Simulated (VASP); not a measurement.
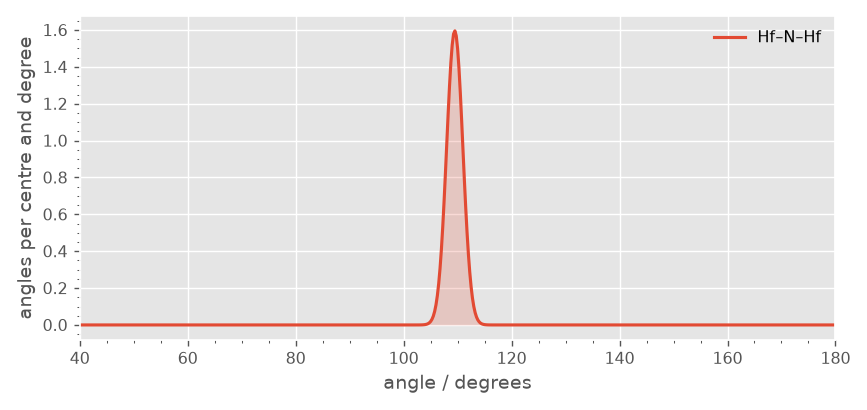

Bond-angle distributions computed from the structure of HfN; each angle is a Gaussian of σ = 1.5°. Bonds counted: Hf–N up to 2.72 Å. It is based on a cell listed in the Materials Project, as set up for an electronic-structure calculation.

**Give the groups of angles for each curve.**

Hf–N–Hf: 109° (6 per centre)

**What coordination geometry do the angles point to, counting the bonds named above alone?**

N has 4 Hf neighbours in a tetrahedral arrangement.

The structure has space group F-43m (No. 216); other forms of this composition would give other results.
